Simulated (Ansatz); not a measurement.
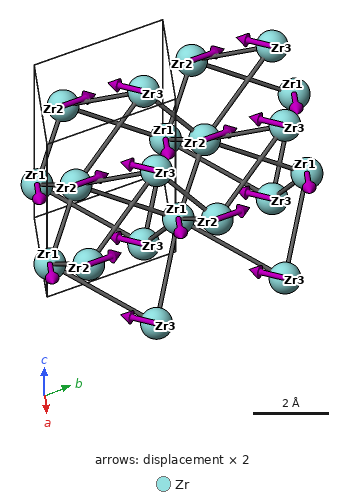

This is a relaxation of solid Zr (built on the trigonal selenium_152 type) (coarse preliminary run). The starting structure is drawn; purple arrows show the displacements (the part carried along by the change of the cell is left out), magnified 2 times.

Style: ball-and-stick. Shown: the cell of the calculation, repeated 2 × 2 × 1 with one cell outlined, from a free direction.

Case: trigonal selenium type (P3_121, No. 152).

Level of theory: DFT PBEsol, scalar-relativistic, plane waves, PAW (Ansatz 0.2.0).

Input
```yaml
crystal:
  lattice:
    - [4.1829782961, 0.0, 0.0]
    - [-2.0914891481, 3.622565468, 0.0]
    - [0.0, 0.0, 4.7457289016]
  atoms:
    - { symbol: Zr, position: [0.2254, 0.0, 0.3333333333] }
    - { symbol: Zr, position: [0.0, 0.2254, 0.6666666667] }
    - { symbol: Zr, position: [0.7746, 0.7746, 0.0] }
basis:
  ecutwfc: 420
kpoints:
  mp_grid: { grid: [6, 6, 4] }
hamiltonian:
  xc: pbesol
scf:
  occupations: { method: gaussian, width: 0.1 }
  lower_state_search: "off"
output:
  forces: true
  stress: true
  eigenvalues: true
relax:
  adjacent_minimum: "off"
  f_tol: 0.04
  max_steps: 70
  cell: { stress_tol: 0.4 }
```

### What did the optimiser do to the structure, and how much energy did it gain?

Over 13 accepted moves (15 points after the start) the energy falls by 4.931 eV per cell of the calculation. Largest force component: 4 eV/Å at the start, 0.00011 eV/Å at the end. Pressure: 6.23 GPa at the start and 0.01 GPa at the end. At 2 points the geometry stayed and the basis and grid were re-selected for the new cell (energy shift of 17.8 meV per cell of the calculation at most each time). The largest moves relative to the cell, 0.54 Å, are those of Zr1, Zr2 and Zr3. Zr3 goes along [−1 −1 0]. Cell: a = b 4.183 → 5.008 Å (+19.7 %), c 4.746 → 3.039 Å (−36.0 %). Volume −8.2 %. Near-neighbour distances that change, for instance: Zr1–Zr1 4.746 → 3.039 Å, Zr1–Zr2 2.274 → 3.064 Å, Zr1–Zr2 (another image) 3.292 → 3.064 Å. Bond angles that change, for instance: Zr2–Zr1–Zr3 103.1° → 70.4°, Zr2–Zr1–Zr2 78.9° → 109.6°, Zr2–Zr1–Zr3 99.0° → 70.4°. The space group (tolerance 0.01 Å) goes from P3_121 (No. 152) to R-3m (No. 166).
